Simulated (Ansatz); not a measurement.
## (ZnSe)3(MgS)1 [0001] superlattice, started as wurtzite: the cell at rest

Aim: bring (ZnSe)3(MgS)1 [0001] superlattice, started as wurtzite to small forces and stress, as phonons need.

Calculated with Ansatz 0.2.0; DFT PBEsol, scalar-relativistic, plane waves, PAW.

The structure was built from a prototype and need not be the compound's stable phase.

## (1) The structure

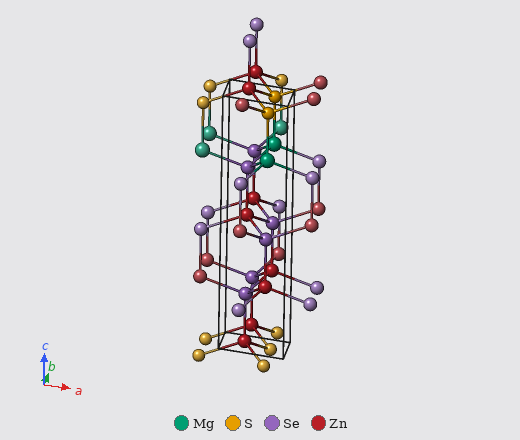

The cell as given, slightly off an axis (magnesium teal, sulfur orange, selenium purple, zinc red). 1×2×1 cells are drawn. Some periodic images of atoms are drawn too.

## (2) A coarse first look

A quick single point on a coarse mesh tells whether the cell has a gap and how far it is from rest, which sets the k mesh and smearing that follow.

File input.yaml:

```yaml
crystal:
  lattice:
    - [3.9925, 0.0, 0.0]
    - [-1.99625, 3.45761, 0.0]
    - [0.0, 0.0, 13.045]
  atoms:
    - { symbol: Mg, position: [0.666667, 0.333333, 0.75] }
    - { symbol: S, position: [0.666667, 0.333333, 0.9375] }
    - { symbol: Se, position: [0.333333, 0.666667, 0.1875] }
    - { symbol: Se, position: [0.666667, 0.333333, 0.4375] }
    - { symbol: Se, position: [0.333333, 0.666667, 0.6875] }
    - { symbol: Zn, position: [0.333333, 0.666667, 0.0] }
    - { symbol: Zn, position: [0.666667, 0.333333, 0.25] }
    - { symbol: Zn, position: [0.333333, 0.666667, 0.5] }
kpoints:
  mp_grid: { grid: [6, 6, 2] }
hamiltonian:
  xc: pbesol
scf:
  occupations: { method: gaussian, width: 0.1 }
output:
  forces: true
  stress: true
  eigenvalues: true
```

Run with:

```
ansatz run input.yaml --threads 4 --pin off --max-ram 14336MiB --backend cpu --events-out ev --progress --plain --runs-dir out
```

Numbers of over 12 decimals in the logs are rounded to 6 here.

The program printed:

```text
[...]
k-point 0: bands = [... 46 lower, 5.5409, 5.8193, 5.9797, 5.9797, 7.5270, 8.5310, 8.8461, 9.9048, ... 5 higher]
  k-point 1: bands = [... 46 lower, 5.6226, 5.6226, 5.9544, 5.9544, 8.3498, 8.4246, 8.5586, 9.7811, ... 5 higher]
  k-point 2: bands = [... 46 lower, 5.0629, 5.2330, 5.6123, 5.7470, 8.7603, 9.5539, 9.7406, 10.6290, ... 5 higher]
  k-point 13: bands = [... 46 lower, 4.2253, 4.2573, 4.2688, 4.3420, 10.3764, 10.5075, 10.5193, 10.6075, ... 5 higher]
[key lines of the parts left out:]
SCF converged after 9 iterations
Free energy (F): -28918.718985 eV
Fermi energy:    6.755621 eV
P = ⅓ Tr σ = 0.0106 GPa (0.106 kbar)
```

Run time: 3.6 s. Hardware: 4 threads of Arm Neoverse V1, shared host; peak memory 0.59 GiB; 14 s of CPU time.

Numbers from this step:

- pressure: 0.01062 GPa
- gap on the k-mesh: 1.547 eV
- volume per atom: 22.51 Å³
- direct gap on mesh: 1.547 eV

The coarse mesh shows a gap of 1.55 eV and a pressure of 0.0 GPa.

## (3) Rough relaxation

The start is far from rest, so a relaxation with loose tolerances brings it close first.

input.yaml, as its differences from that of step 2:

```diff
@@ -24 +24,6 @@
   eigenvalues: true
+relax:
+  adjacent_minimum: "off"
+  f_tol: 0.05
+  max_steps: 80
+  cell: { stress_tol: 0.5 }
```

The program printed:

```text
[...]
Crystal: 8 atoms, lattice volume = 180.080 Å³
Basis set: ecut = 420 eV, 3547 PW (Γ), exchange–correlation on 54×54×180 points (8 copies of the dense FFT grid, shifted against one another)
Bands: 60, of which v1, the nominal top of the filled ones, is band 50 counted from 1 (49 counted from 0)
Symmetry: 6 space group operations
[...]
atoms:
    - { symbol: Mg, position: [0.666667, 0.333333, 0.759250] }
    - { symbol: S, position: [0.666667, 0.333333, 0.946440] }
    - { symbol: Se, position: [0.333333, 0.666667, 0.184752] }
    - { symbol: Se, position: [0.666667, 0.333333, 0.434002] }
    - { symbol: Se, position: [0.333333, 0.666667, 0.682611] }
    - { symbol: Zn, position: [0.333333, 0.666667, -0.00152632] }
    - { symbol: Zn, position: [0.666667, 0.333333, 0.247600] }
    - { symbol: Zn, position: [0.333333, 0.666667, 0.496871] }
[key lines of the parts left out:]
SCF converged after 5 iterations
Free energy (F): -28918.818835 eV
Fermi energy:    6.813708 eV
P = ⅓ Tr σ = -0.0713 GPa (-0.713 kbar)
```

Wall time 16 s (4 threads); peak memory 0.63 GiB.

The steps of the relaxation:

```csv
step,energy less that of the first step (eV),largest force component (eV/Å),pressure (GPa),volume (Å³)
1,0.0000,0.6869,0.01,180.08
2,-0.0949,0.1416,-0.22,180.10
3,-0.1000,0.0349,-0.07,179.50
4*,-0.0998,0.0347,-0.07,179.50
```

Relaxation steps marked * repeat the geometry before them on a plane-wave basis chosen anew for their cell, so energy and pressure can jump there.

The run keeps the 6 symmetry operations that it works with, so distortions that break them were not tested.

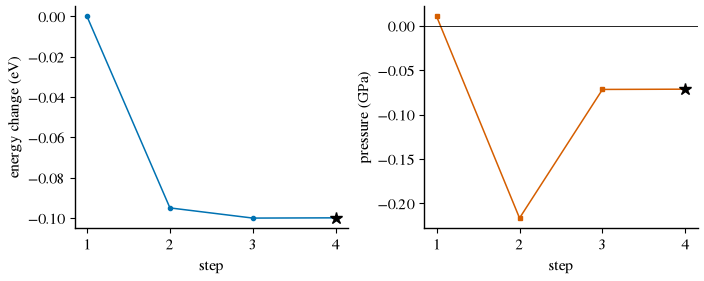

Energy and pressure along the relaxation. Stars mark steps on a basis chosen anew.

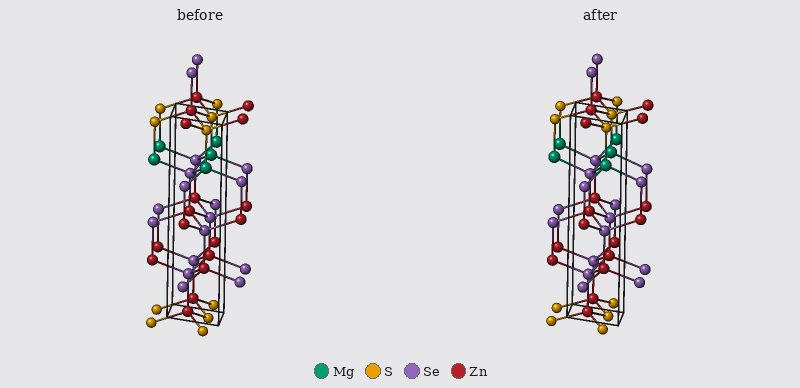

Before and after, at one scale.

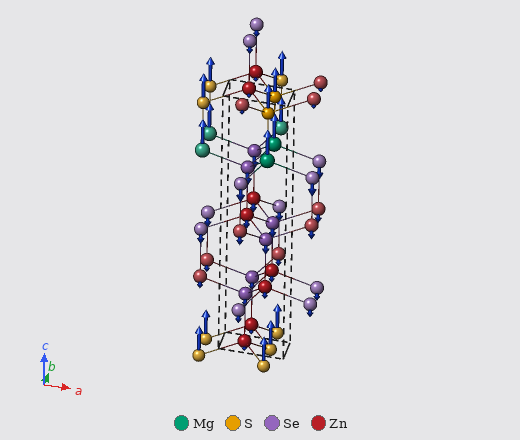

Displacements in the relaxation, exaggerated, measured against the changing cell; the longest in the cell stands for 0.12 Å. 1×2×1 cells are drawn. Some periodic images of atoms are drawn too.

| conventional cell, symmetrised | before | after | change |
| --- | --- | --- | --- |
| a (Å) | 3.993 | 3.977 | -0.4 % |
| b (Å) | 3.993 | 3.977 | -0.4 % |
| c (Å) | 13.045 | 13.106 | +0.5 % |
| volume (Å³/atom) | 22.51 | 22.44 | -0.3 % |

The atoms that moved most (Å, as changes of fractional coordinates times the final cell):

| atom | dx | dy | dz | length |
| --- | --- | --- | --- | --- |
| Mg1 | 0.000 | 0.000 | 0.121 | 0.121 |
| S2 | 0.000 | 0.000 | 0.117 | 0.117 |
| Se5 | 0.000 | 0.000 | -0.064 | 0.064 |
| Se4 | 0.000 | 0.000 | -0.046 | 0.046 |
| Zn8 | 0.000 | 0.000 | -0.041 | 0.041 |
| Se3 | 0.000 | 0.000 | -0.036 | 0.036 |
| Zn7 | 0.000 | 0.000 | -0.031 | 0.031 |
| Zn6 | 0.000 | 0.000 | -0.020 | 0.020 |

This step gave:

```yaml
pressure: -0.07130 GPa
gap_on_the_k_mesh: 1.353 eV
volume_per_atom: 22.44 Å³
direct_gap_on_mesh: 1.353 eV
```

In this step the volume went from 22.51 to 22.44 Å³/atom.

## (4) Relaxation

The cell and atoms are relaxed, since residual forces and stress would shift the frequencies.

File input.yaml:

```yaml
crystal:
  lattice:
    - [3.9768360001, 0.0, 0.0]
    - [-1.9884180001, 3.4440410028, 0.0]
    - [0.0, 0.0, 13.1059303133]
  atoms:
    - { symbol: Mg, position: [0.6666666667, 0.3333333333, 0.7592499304] }
    - { symbol: S, position: [0.6666666667, 0.3333333333, 0.9464402656] }
    - { symbol: Se, position: [0.3333333333, 0.6666666667, 0.1847523819] }
    - { symbol: Se, position: [0.6666666667, 0.3333333333, 0.4340017994] }
    - { symbol: Se, position: [0.3333333333, 0.6666666667, 0.6826108958] }
    - { symbol: Zn, position: [0.3333333333, 0.6666666667, -0.0015263204] }
    - { symbol: Zn, position: [0.6666666667, 0.3333333333, 0.2476001918] }
    - { symbol: Zn, position: [0.3333333333, 0.6666666667, 0.4968708555] }
kpoints:
  mp_grid: { grid: [9, 9, 2] }
hamiltonian:
  xc: pbesol
scf:
  occupations: { method: gaussian, width: 0.02 }
output:
  forces: true
  stress: true
  eigenvalues: true
  write_density: true
  write_potential: true
  elf: true
  volumetric_format: npy
relax:
  adjacent_minimum: "off"
  f_tol: 0.005
  max_steps: 80
  cell: { stress_tol: 0.05 }
```

The program printed:

```text
[...]
Crystal: 8 atoms, lattice volume = 179.504 Å³
Basis set: ecut = 420 eV, 3547 PW (Γ), exchange–correlation on 54×54×180 points (8 copies of the dense FFT grid, shifted against one another)
Bands: 60, of which v1, the nominal top of the filled ones, is band 50 counted from 1 (49 counted from 0)
[... 1 set-up line as in the run before ...]
[...]
k-points: 24 of 162 (time reversal used)
[...]
SCF iter   1: F=—  HF=-28918.837421 eV  |F-HF|=—  |Δ(HF+E_count)|=         —  Δρ=3.76e-3  dr2=3.07e-2  ethr=1.77e-3  ⟨swp⟩=6.8  Hψ=5611  notcnv=0  defer=4
[...]
SCF iter   9: F=-28918.827587 eV  HF=-28918.827587 eV  |F-HF|=1.12e-9  |Δ(HF+E_count)|=   3.39e-8  Δρ=3.51e-6  dr2=2.06e-8  ethr=1.00e-10  ⟨swp⟩=6.6  Hψ=9343  notcnv=0
SCF 1 converged in 9 iterations: F = -28918.827587 eV  dr2 = 2.06e-8
[...]
relax step   1: F+E_penalty+E_count = -28918.82758719 eV  Δ(F+E_penalty+E_count) = +0.000e0 eV  max|allowed force component| = 3.648e-2 eV/Å  Δτ_max = 0.0000 Å  P = -0.082 GPa  Ω = 179.504 Å³  (9 SCF iters, dr2 threshold 1.00e-7 eV, accepted)
Crystal: 8 atoms, lattice volume = 179.318 Å³
[...]
SCF iter   6: F=-28918.827858 eV  HF=-28918.827858 eV  |F-HF|=1.06e-9  |Δ(HF+E_count)|=   5.55e-9  Δρ=1.81e-6  dr2=1.22e-8  ethr=8.32e-11  ⟨swp⟩=7.7  Hψ=8787  notcnv=0
SCF 2 converged in 6 iterations: F = -28918.827858 eV  dr2 = 1.22e-8
relax step   2: F+E_penalty+E_count = -28918.82785831 eV  Δ(F+E_penalty+E_count) = -2.711e-4 eV  max|allowed force component| = 1.176e-2 eV/Å  Δτ_max = 0.0043 Å  P = -0.015 GPa  Ω = 179.318 Å³  energy of the carried Pulay correction = +4.712e-5 eV  (6 SCF iters, dr2 threshold 8.32e-8 eV, accepted)
Crystal: 8 atoms, lattice volume = 179.275 Å³
[...]
SCF iter   5: F=-28918.827881 eV  HF=-28918.827881 eV  |F-HF|=1.21e-9  |Δ(HF+E_count)|=   8.27e-9  Δρ=1.02e-6  dr2=2.82e-9  ethr=8.64e-12  ⟨swp⟩=6.0  Hψ=8691  notcnv=0
SCF 3 converged in 5 iterations: F = -28918.827881 eV  dr2 = 2.82e-9
relax step   3: F+E_penalty+E_count = -28918.82788119 eV  Δ(F+E_penalty+E_count) = -2.288e-5 eV  max|allowed force component| = 4.202e-3 eV/Å  Δτ_max = 0.0007 Å  P = -0.001 GPa  Ω = 179.275 Å³  energy of the carried Pulay correction = +5.807e-5 eV  (5 SCF iters, dr2 threshold 8.64e-9 eV, accepted)
[...]
SCF iter   1: F=—  HF=-28918.827770 eV  |F-HF|=—  |Δ(HF+E_count)|=         —  Δρ=2.39e-6  dr2=6.58e-9  ethr=5.43e-8  ⟨swp⟩=3.2  Hψ=9806  notcnv=0
eigensolver tolerance schedule: the retry pair's looser diagonalisation over-reported the residual by 8260.89 of it (diagonalisation noise at 0.17 of the residual, at the tolerance the schedule requests for it); recorded, not acted on — ethr = c·dr2/N_el stays at c = 1.0e-1
SCF iter   2: F=—  HF=-28918.827820 eV  |F-HF|=—  |Δ(HF+E_count)|=   4.92e-5  Δρ=2.51e-6  dr2=6.03e-9  ethr=6.58e-12  ⟨swp⟩=3.2  Hψ=3778  notcnv=0
[...]
SCF iter   6: F=-28918.827820 eV  HF=-28918.827820 eV  |F-HF|=7.28e-12  |Δ(HF+E_count)|=  5.09e-11  Δρ=7.42e-8  dr2=2.17e-11  ethr=1.00e-12  ⟨swp⟩=5.6  Hψ=6498  notcnv=0
SCF 4 converged in 6 iterations: F = -28918.827820 eV  dr2 = 2.17e-11
relax step   4: F+E_penalty+E_count = -28918.82781963 eV  Δ(F+E_penalty+E_count) = +6.156e-5 eV  max|allowed force component| = 4.194e-3 eV/Å  Δτ_max = 0.0000 Å  P = -0.001 GPa  Ω = 179.275 Å³  stress off target by 5.83e-3 GPa  SCF on the basis re-selected at this cell (its energy is not comparable with the rows above)  (6 SCF iters)
[...]
SCF converged after 6 iterations
Free energy (F): -28918.827820 eV
[...]
Internal energy: -28918.827820 eV  (E = F + TS)
E sigma→0 (E₀):  -28918.827820 eV
Fermi energy:    6.829453 eV
[...]
--- Forces (eV/Å), atoms counted from 1 ---
  atom   1  Mg     0.00000000     0.00000000    -0.00084316
  atom   2  S      0.00000000     0.00000000     0.00375418
  atom   3  Se    -0.00000000    -0.00000000     0.00157113
  atom   4  Se     0.00000000     0.00000000     0.00099494
  atom   5  Se    -0.00000000    -0.00000000     0.00034809
  atom   6  Zn    -0.00000000     0.00000000    -0.00419423
  atom   7  Zn     0.00000000     0.00000000    -0.00101766
  atom   8  Zn    -0.00000000    -0.00000000    -0.00061353
  max |Σ_I F_I| component: 2.45e-7 eV/Å
--- Stress (GPa, compression-positive) ---
       -0.004871       0.000000       0.000000
        0.000000      -0.004871      -0.000000
        0.000000      -0.000000       0.005834
  P = ⅓ Tr σ = -0.0013 GPa (-0.013 kbar)
--- Band table (eV; the first three rows and the last of 24) ---
  k-point 0: bands = [... 46 lower, 5.7462, 5.8616, 6.1507, 6.1507, 7.5080, 8.6590, 8.8984, 10.0844, ... 6 higher]
  k-point 1: bands = [... 46 lower, 5.7939, 5.7939, 6.1336, 6.1336, 8.1950, 8.5730, 8.7504, 9.8983, ... 6 higher]
  k-point 2: bands = [... 46 lower, 5.3575, 5.6082, 5.8012, 6.0413, 8.2444, 9.2693, 9.5111, 10.5533, ... 6 higher]
  k-point 23: bands = [... 46 lower, 4.1211, 4.3181, 4.3686, 4.4803, 10.2599, 10.6273, 10.6490, 10.7212, ... 6 higher]
--- Relaxed structure (3 steps of the walk, 3 accepted, 1 SCFs on fresh bases) ---
[...]
cell:  # Å, volume = 179.2746 Å³
    - [3.974337, 2.884938115590807e-11, 0]
    - [-1.987169, 3.441877, 0]
    - [0, 3.1488046442064946e-19, 13.105656]
  atoms:
    - { symbol: Mg, position: [0.666667, 0.333333, 0.758956] }
    - { symbol: S, position: [0.666667, 0.333333, 0.946140] }
    - { symbol: Se, position: [0.333333, 0.666667, 0.184991] }
    - { symbol: Se, position: [0.666667, 0.333333, 0.434143] }
    - { symbol: Se, position: [0.333333, 0.666667, 0.682576] }
    - { symbol: Zn, position: [0.333333, 0.666667, -0.00168085] }
    - { symbol: Zn, position: [0.666667, 0.333333, 0.247877] }
    - { symbol: Zn, position: [0.333333, 0.666667, 0.496997] }
```

Wall time 36 s (4 threads); peak memory 0.66 GiB; 2.3 min of CPU time.

Little changed from the start: no atom moved by 0.005 Å and no cell edge by 0.1 %.

This step gave:

```
pressure           : -0.001303 GPa
gap on the k-mesh  : 1.357 eV
volume per atom    : 22.41 Å³
direct gap on mesh : 1.357 eV
```

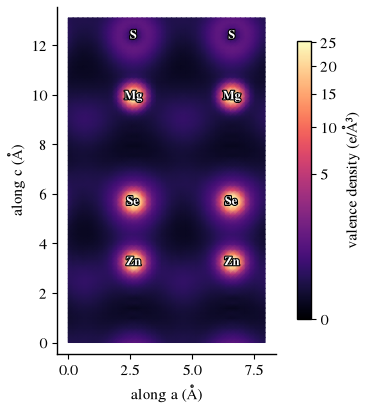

Valence density in the ac plane at fractional y = 0.333, with atoms of Mg and S and Se and Zn within 0.2 Å of it. It is the smooth field of the valence electrons, not physical close to the nuclei. The colour scale is stretched toward low values.

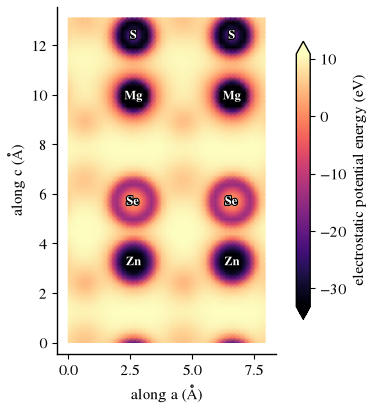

Electrostatic potential energy in the ac plane at fractional y = 0.333, with atoms of Mg and S and Se and Zn within 0.2 Å of it. With pseudopotentials it is smooth inside the atoms' cores, unlike the true potential.

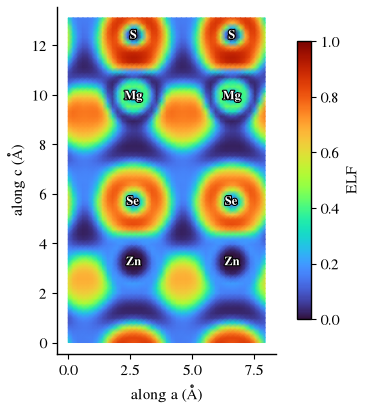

ELF in the ac plane at fractional y = 0.333, with atoms of Mg and S and Se and Zn within 0.2 Å of it. It is the smooth field of the valence electrons, not physical close to the nuclei.

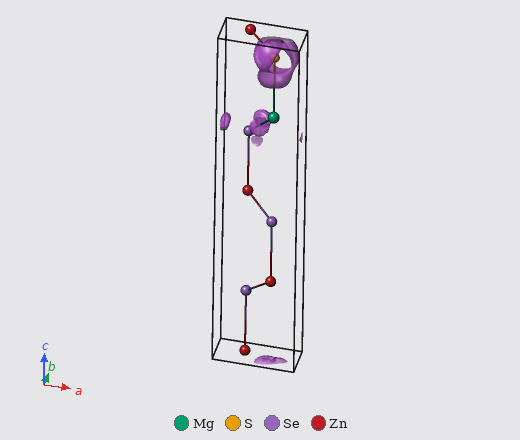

Surface of ELF = 0.84.

In this step the volume went from 22.44 to 22.41 Å³/atom.

## (5) Tight relaxation

Phonons need a cell at rest on their own settings, so the relaxation is repeated with tight tolerances on forces and stress, using the mesh and the filling of the phonon run that follows.

File input.yaml:

```yaml
crystal:
  lattice:
    - [3.9743374059, 0.0, 0.0]
    - [-1.987168703, 3.4418771567, 0.0]
    - [0.0, 0.0, 13.1056560252]
  atoms:
    - { symbol: Mg, position: [0.6666666667, 0.3333333333, 0.7589562213] }
    - { symbol: S, position: [0.6666666667, 0.3333333333, 0.9461399486] }
    - { symbol: Se, position: [0.3333333333, 0.6666666667, 0.184991406] }
    - { symbol: Se, position: [0.6666666667, 0.3333333333, 0.4341431476] }
    - { symbol: Se, position: [0.3333333333, 0.6666666667, 0.6825761606] }
    - { symbol: Zn, position: [0.3333333333, 0.6666666667, -0.0016808461] }
    - { symbol: Zn, position: [0.6666666667, 0.3333333333, 0.2478773354] }
    - { symbol: Zn, position: [0.3333333333, 0.6666666667, 0.4969966265] }
kpoints:
  mp_grid: { grid: [9, 9, 2] }
hamiltonian:
  xc: pbesol
scf:
  occupations: { method: fixed }
output:
  forces: true
  stress: true
  eigenvalues: true
relax:
  adjacent_minimum: "off"
  f_tol: 0.001
  max_steps: 60
  cell: { stress_tol: 0.01 }
```

The program printed:

```text
[...]
Crystal: 8 atoms, lattice volume = 179.275 Å³
Basis set: ecut = 420 eV, 3547 PW (Γ), exchange–correlation on 54×54×180 points (8 copies of the dense FFT grid, shifted against one another)
Bands: 60, of which v1, the nominal top of the filled ones, is band 50 counted from 1 (49 counted from 0)
[... 1 set-up line as in the run before ...]
[...]
k-points: 24 of 162 (time reversal used)
[...]
atoms:
    - { symbol: Mg, position: [0.666667, 0.333333, 0.758963] }
    - { symbol: S, position: [0.666667, 0.333333, 0.946168] }
    - { symbol: Se, position: [0.333333, 0.666667, 0.184993] }
    - { symbol: Se, position: [0.666667, 0.333333, 0.434152] }
    - { symbol: Se, position: [0.333333, 0.666667, 0.682587] }
    - { symbol: Zn, position: [0.333333, 0.666667, -0.00172384] }
    - { symbol: Zn, position: [0.666667, 0.333333, 0.247868] }
    - { symbol: Zn, position: [0.333333, 0.666667, 0.496993] }
[key lines of the parts left out:]
SCF converged after 6 iterations
Free energy (F): -28918.827823 eV
Fermi energy:    6.151497 eV
P = ⅓ Tr σ = -0.0002 GPa (-0.002 kbar)
```

Wall time 31 s (4 threads); peak memory 0.66 GiB.

Little changed from the start: no atom moved by 0.005 Å and no cell edge by 0.1 %.

Numbers from this step:

```
pressure           : -1.68e-4 GPa
gap on the k-mesh  : 1.356 eV
direct gap on mesh : 1.356 eV
```

The largest force component left is 0.71 meV/Å and the pressure is 0.000 GPa, within the tolerances set. The cell now holds 22.41 Å³/atom.

## (6) Summary of results

| Item | Value |
| --- | --- |
| space group after relaxation (within 0.01 Å) | P3m1 |
| lattice constant a | 3.974 Å |
| lattice constant b | 3.974 Å |
| lattice constant c | 13.106 Å |
| volume per atom | 22.4 Å³ |
| gap on the k-mesh | 1.36 eV |

What this shows: The largest force component left is 0.71 meV/Å and the pressure is 0.000 GPa, within the tolerances set. The cell now holds 22.41 Å³/atom. The relaxation keeps the symmetry of its start, so it says nothing on stability against lower symmetry. The starting cell was built on a prototype and not taken from a measurement, so the phase need not exist.

[Logs are printed without paths, hosts, clocks, repeated set-up lines and the standing remarks that a program may print on its own settings, such as how far it seeks lower states.]

[Hosts, paths, dates, database ids (printed as entryN), source tags and the programs' standing remarks are cut or masked in the printed files.]
